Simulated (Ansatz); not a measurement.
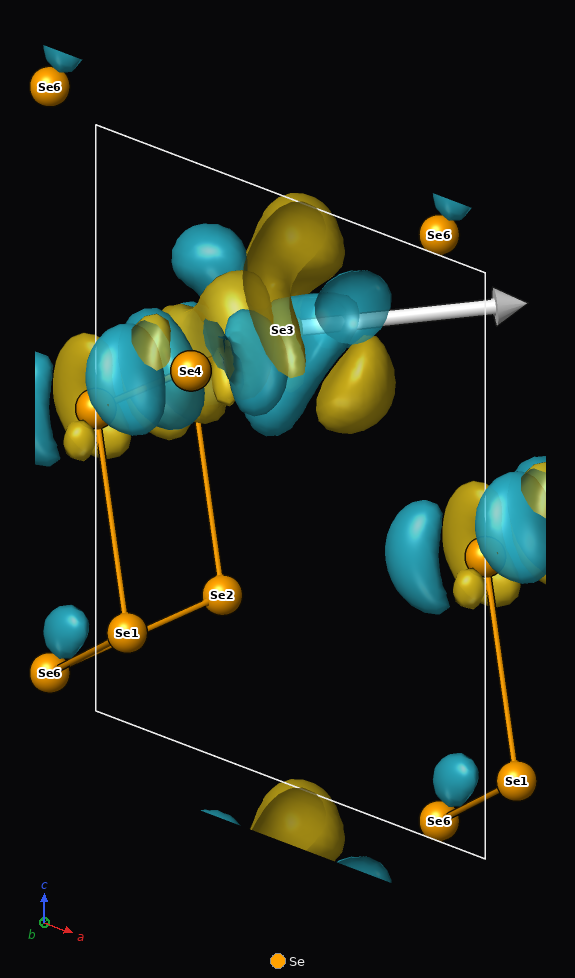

Se. Se3 was moved by 0.15 Å roughly along [2 1 1] in the axes of the cell drawn (arrow, not to scale). Change of the density less the rigid motion of the neutral atom's own density: yellow surfaces at +0.008 and cyan ones at −0.008 e/Å³, in the cell of the calculation (origin moved) seen along the b axis.

Space group R-3. Not relaxed before the move (largest force 0.5 eV/Å).

The calculation used DFT PBE, scalar-relativistic, plane waves, PAW in Ansatz.

Core electrons are frozen (PAW), so the fields are smoothed inside the atomic spheres.

Input file:

```
crystal:
  lattice:
    - [0.0, 1.0e-10, 4.4289999999]
    - [-5.681, -3.2799268793, -1.4763333333]
    - [5.681, -3.2799268793, -1.4763333333]
  atoms:
    - { symbol: Se, position: [0.91818, 0.63752, 0.75567] }
    - { symbol: Se, position: [0.16251, 0.24433, 0.88185] }
    - { symbol: Se, position: [0.3172329457, 0.131596488, 0.3743245323] }
    - { symbol: Se, position: [0.08182, 0.36248, 0.24433] }
    - { symbol: Se, position: [0.83749, 0.75567, 0.11815] }
    - { symbol: Se, position: [0.71934, 0.88185, 0.63752] }
basis:
  ecutwfc: 420
  fft_grid_basis: typed
kpoints:
  mp_grid: { grid: [6, 6, 6] }
hamiltonian:
  xc: pbe
  pseudopotentials: { kind: paw }
scf:
  occupations: { method: gaussian, width: 0.05 }
output:
  forces: true
  stress: true
  eigenvalues: true
  bader: true
  write_density: true
  volumetric_format: npy
```

Command:

```sh
ansatz run input.yaml --threads 2 --pin off --max-ram 4096MiB --backend cpu --events-out ev --progress --plain --runs-dir out
```

The picture shows the cell of the calculation (origin moved) (a = 4.43 Å, b = 6.72 Å, c = 6.72 Å, α = 115.32°, β = 102.68°, γ = 102.68°).

### Describe the electronic response.

About 0.14 e is rearranged in the cell. Outside the cores the largest gain, 0.04 e/Å³, lies 1.0 Å from a selenium nucleus, and the largest loss lies there too, on other sides.

### How much does the computed force on the atom change?

The force on it changes by 1.03 eV/Å along the move, against it: a stiffness of about 6.8 eV/Å² for this sublattice shift.
